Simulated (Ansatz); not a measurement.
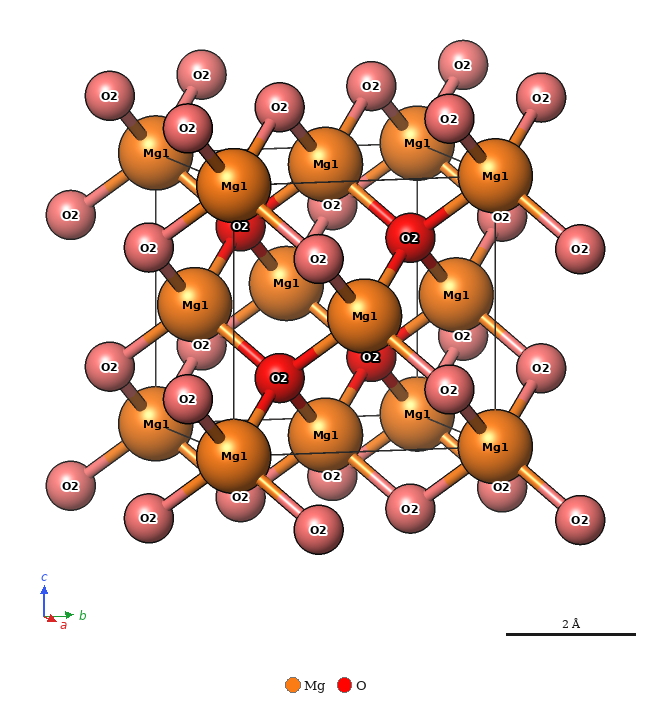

Fig. 1: The input geometry of run A (ball-and-stick view of the cell 4 times as large as that of the calculation, set on its symmetry axes, seen slightly off an axis; neighbours outside the cell are drawn fainter; atoms are numbered from 1 in the order of the input). An atom can appear more than once, as a periodic image.

**MgO: a changed input and its effect**

System: MgO (F-43m, 2 atoms in the cell).
Method of run A: DFT, r2SCAN, PAW with Ansatz's default frozen-core files, scalar-relativistic, no spin polarisation (Ansatz 0.2.0).

Its volume is 0.80 times that of the source entry. Text and figures count atoms from 1; the logs count them from 0 in places.

Input, run A:
```yaml
crystal:
  lattice:
    - [0.0, 2.1186707176, 2.1186707176]
    - [2.1186707176, 0.0, 2.1186707176]
    - [2.1186707176, 2.1186707176, 0.0]
  atoms:
    - { symbol: Mg, position: [0.0, 0.0, 0.0] }
    - { symbol: O, position: [0.25, 0.25, 0.25] }
kpoints:
  mp_grid: { grid: [16, 16, 16] }
scf:
  occupations: { method: fermi_dirac, width: 0.1 }
hamiltonian:
  xc: r2scan
  pseudopotentials: { kind: paw }
output:
  forces: true
  stress: true
  eigenvalues: true
  populations: true
```

Launched with:
```bash
ansatz run input.yaml --threads 1 --pin off --max-ram 2048MiB --backend cpu --events-out ev --progress --plain --runs-dir out
```

Hardware: 1 thread of Arm Neoverse V1, 112 GiB of memory available, shared host.

Output, shortened to warnings, some set-up lines, iterations and results (run A):
```
Basis set: ecut = 500 eV, 531 PW (Γ), exchange–correlation on 96×96×96 points (64 copies of the dense FFT grid, shifted against one another)
Symmetry: 24 space group operations
k-points: 145 of 4096 (time reversal used)
Initial density: superposition of atomic densities (neutral atoms: chi_scale 0, normalization atom), corrected by the library's trained network
[...]
SCF iter   1: F=—  HF=-2497.430017 eV  |F-HF|=—  |Δ(HF+E_count)|=         —  Δρ=9.17e-3  dr2=7.11e-3  dr2_τ=1.08e-1  ethr=1.77e-3  ⟨swp⟩=5.2  Hψ=10550  notcnv=0
SCF iter   2: F=—  HF=-2497.494672 eV  |F-HF|=—  |Δ(HF+E_count)|=   6.47e-2  Δρ=4.08e-3  dr2=1.33e-3  dr2_τ=1.46e-4  ethr=4.44e-5  ⟨swp⟩=2.0  Hψ=4640  notcnv=0
SCF iter   3: F=—  HF=-2497.494728 eV  |F-HF|=—  |Δ(HF+E_count)|=   5.60e-5  Δρ=9.68e-4  dr2=5.63e-5  dr2_τ=7.40e-6  ethr=8.29e-6  ⟨swp⟩=2.0  Hψ=2901  notcnv=0
SCF iter   4: F=—  HF=-2497.494741 eV  |F-HF|=—  |Δ(HF+E_count)|=   1.28e-5  Δρ=4.02e-4  dr2=2.47e-5  dr2_τ=3.30e-6  ethr=3.52e-7  ⟨swp⟩=2.0  Hψ=2320  notcnv=0
SCF iter   5: F=—  HF=-2497.494734 eV  |F-HF|=—  |Δ(HF+E_count)|=   6.92e-6  Δρ=5.30e-5  dr2=2.20e-7  dr2_τ=3.33e-8  ethr=1.55e-7  ⟨swp⟩=2.0  Hψ=2264  notcnv=0
SCF iter   6: F=-2497.494734 eV  HF=-2497.494734 eV  |F-HF|=7.37e-9  |Δ(HF+E_count)|=   4.08e-7  Δρ=1.48e-5  dr2=1.30e-8  dr2_τ=2.84e-9  ethr=6.25e-10  ⟨swp⟩=5.1  Hψ=8092  …
SCF 1 converged in 6 iterations: F = -2497.494734 eV  dr2 = 1.30e-8
SCF converged after 6 iterations
Free energy (F): -2497.494734 eV
Harris-Foulkes:  -2497.494734 eV  (|F-HF|=7.37e-9)
Internal energy: -2497.494734 eV  (E = F + TS)
E sigma→0 (E₀):  -2497.494734 eV
Fermi energy:    9.671419 eV
--- Per-component energies (eV) ---
  E_band       = -312.793436
  E_kinetic    = 261.399062
  E_local      = -1739.699488  (includes V_loc(G=0)·N_el)
  E_nonlocal   = 143.459745
  E_hartree    = 619.784749
  E_xc         = -104.480734
  E_vxc        = -150.780167  (∫ρ·V_xc dr)
  E_paw        = -454.907269  (= ΣΔE_a)
  E_vpaw       = -76.449533  (= ΣTr[D̂ρ^β])
  E_aug_tail   = 0.001087  (compensation charges beyond the density's cutoff)
  E_vtau       = 9.708613  (kinetic-family band-sum trace: ∫τ·v_τ [+ j·A + Jᵃ·Aᵃ] dr)
  E_ewald      = -1222.993736
  E_core_change = -0.058149  (= ΣΔE_core)
  E_smearing   = -0.000000  (= −TS)
  E_closure    = 0.000000  (closes the sum)
  Σ components = -2497.494734   (vs F -2497.494734, Δ=0.00e0)
--- Forces (eV/Å), atoms counted from 1 ---
  atom   1  Mg     0.00000000    -0.00000000     0.00000000
  atom   2  O     -0.00000000     0.00000000     0.00000000
  max |Σ_I F_I| component: 1.90e-16 eV/Å
--- Stress (GPa, compression-positive) ---
       43.800285       0.000000       0.000000
       -0.000000      43.800285       0.000000
       -0.000000       0.000000      43.800285
  P = ⅓ Tr σ = 43.8003 GPa (438.003 kbar)
--- Löwdin populations: 2 sites ---
  site symbol       q [e]
     0     Mg      8.4225
     1      O      7.4595
  spilling = 0.007380 (of n_electrons = 16.000000)
```

For run B the input was changed thus:
```diff
-  populations: true
+basis:
+  ecutwfc: 1000
```

How does run B compare with run A?

The free energy of run B is 4.2 meV per atom lower, which measures how much it depends on this numerical setting. More plane waves can only lower the energy of a fixed Hamiltonian, so the higher cutoff gives the lower value. The number of SCF iterations is the same. The plane waves at Γ go from 531 to 1363. On the same kind of shared host run B took about 2.4 times as long.

Output, shortened to warnings, some set-up lines, iterations and results (run B):
```
Basis set: ecut = 1000 eV, 1363 PW (Γ), exchange–correlation on 128×128×128 points (64 copies of the dense FFT grid, shifted against one another)
Symmetry: 24 space group operations
k-points: 145 of 4096 (time reversal used)
Initial density: superposition of atomic densities (neutral atoms: chi_scale 0, normalization atom), corrected by the library's trained network
[...]
SCF iter   1: F=—  HF=-2497.439638 eV  |F-HF|=—  |Δ(HF+E_count)|=         —  Δρ=9.47e-3  dr2=7.21e-3  dr2_τ=1.08e-1  ethr=1.77e-3  ⟨swp⟩=5.3  Hψ=10655  notcnv=0
SCF iter   2: F=—  HF=-2497.503097 eV  |F-HF|=—  |Δ(HF+E_count)|=   6.35e-2  Δρ=4.28e-3  dr2=1.38e-3  dr2_τ=1.40e-4  ethr=4.50e-5  ⟨swp⟩=2.0  Hψ=4640  notcnv=0
SCF iter   3: F=—  HF=-2497.503139 eV  |F-HF|=—  |Δ(HF+E_count)|=   4.15e-5  Δρ=1.00e-3  dr2=5.81e-5  dr2_τ=6.64e-6  ethr=8.65e-6  ⟨swp⟩=2.1  Hψ=2914  notcnv=0
SCF iter   4: F=—  HF=-2497.503151 eV  |F-HF|=—  |Δ(HF+E_count)|=   1.20e-5  Δρ=4.37e-4  dr2=2.90e-5  dr2_τ=4.05e-6  ethr=3.63e-7  ⟨swp⟩=2.0  Hψ=2320  notcnv=0
SCF iter   5: F=—  HF=-2497.503142 eV  |F-HF|=—  |Δ(HF+E_count)|=   8.15e-6  Δρ=5.28e-5  dr2=2.10e-7  dr2_τ=3.86e-8  ethr=1.81e-7  ⟨swp⟩=2.0  Hψ=2264  notcnv=0
SCF iter   6: F=-2497.503143 eV  HF=-2497.503143 eV  |F-HF|=8.34e-9  |Δ(HF+E_count)|=   4.18e-7  Δρ=1.57e-5  dr2=1.50e-8  dr2_τ=3.27e-9  ethr=6.25e-10  ⟨swp⟩=5.3  Hψ=8260  …
SCF 1 converged in 6 iterations: F = -2497.503143 eV  dr2 = 1.50e-8
SCF converged after 6 iterations
Free energy (F): -2497.503143 eV
Harris-Foulkes:  -2497.503143 eV  (|F-HF|=8.34e-9)
Internal energy: -2497.503143 eV  (E = F + TS)
E sigma→0 (E₀):  -2497.503143 eV
Fermi energy:    9.670914 eV
--- Per-component energies (eV) ---
  E_band       = -312.788014
  E_kinetic    = 261.536666
  E_local      = -1739.689817  (includes V_loc(G=0)·N_el)
  E_nonlocal   = 143.307945
  E_hartree    = 619.768567
  E_xc         = -104.522326
  E_vxc        = -150.840546  (∫ρ·V_xc dr)
  E_paw        = -454.852332  (= ΣΔE_a)
  E_vpaw       = -76.351874  (= ΣTr[D̂ρ^β])
  E_aug_tail   = 0.000040  (compensation charges beyond the density's cutoff)
  E_vtau       = 9.714817  (kinetic-family band-sum trace: ∫τ·v_τ [+ j·A + Jᵃ·Aᵃ] dr)
  E_ewald      = -1222.993736
  E_core_change = -0.058149  (= ΣΔE_core)
  E_smearing   = -0.000000  (= −TS)
  E_closure    = -0.000000  (closes the sum)
  Σ components = -2497.503143   (vs F -2497.503143, Δ=0.00e0)
--- Forces (eV/Å), atoms counted from 1 ---
  atom   1  Mg     0.00000000    -0.00000000     0.00000000
  atom   2  O     -0.00000000     0.00000000     0.00000000
  max |Σ_I F_I| component: 2.68e-16 eV/Å
--- Stress (GPa, compression-positive) ---
       43.742441      -0.000000      -0.000000
        0.000000      43.742441       0.000000
       -0.000000       0.000000      43.742441
  P = ⅓ Tr σ = 43.7424 GPa (437.424 kbar)
```

The two runs side by side:

| quantity | run A | run B |
| --- | --- | --- |
| outcome | converged | converged |
| free energy per atom (eV) | −1248.7474 | −1248.7516 |
| gap on the mesh (eV) | 5.81 | 5.81 |
| pressure (GPa) | 43.80 | 43.74 |
| largest force (eV/Å) | 0.000 | 0.000 |
| SCF iterations | 6 | 6 |
| irreducible k-points | 145 | 145 |
| plane waves at Γ | 531 | 1363 |
| wall time (shared host) | 11 s | 25 s |

For both runs: The cell is under a pressure of 44 GPa at this level, so it is not at its equilibrium volume.
